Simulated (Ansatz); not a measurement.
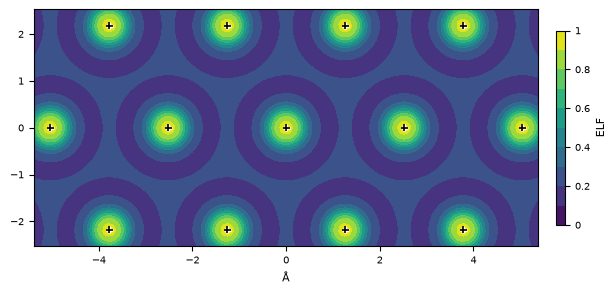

The electron localisation function on a plane through atoms (crosses mark nuclei in the plane).

The calculation used Ansatz, DFT PBE+D3(BJ), scalar-relativistic, plane waves, PAW.

Candidates:
A. MoS$_{2}$ (slab), a = 3.15 Å, b = 3.15 Å, c = 26.12 Å, α = 90.00°, β = 90.00°, γ = 120.00°. Computed without spin polarisation.
B. Cu, a = 3.56 Å, b = 3.56 Å, c = 3.56 Å, α = 90.00°, β = 90.00°, γ = 90.00°. Space group Fm-3m; computed without spin polarisation.
C. PtSe$_{2}$ (slab), a = 3.56 Å, b = 3.56 Å, c = 31.12 Å, α = 90.00°, β = 90.00°, γ = 120.00°. Changed on purpose from its base cell (biaxial strain -0.040, atoms relaxed).

**Which candidate gave the map?**

Candidate B: Cu on the (111) plane of the conventional cell, which holds Cu. Cu–Cu (2.52 Å): the ELF is about 0.20 at the midpoint: no localised pair shows between them.
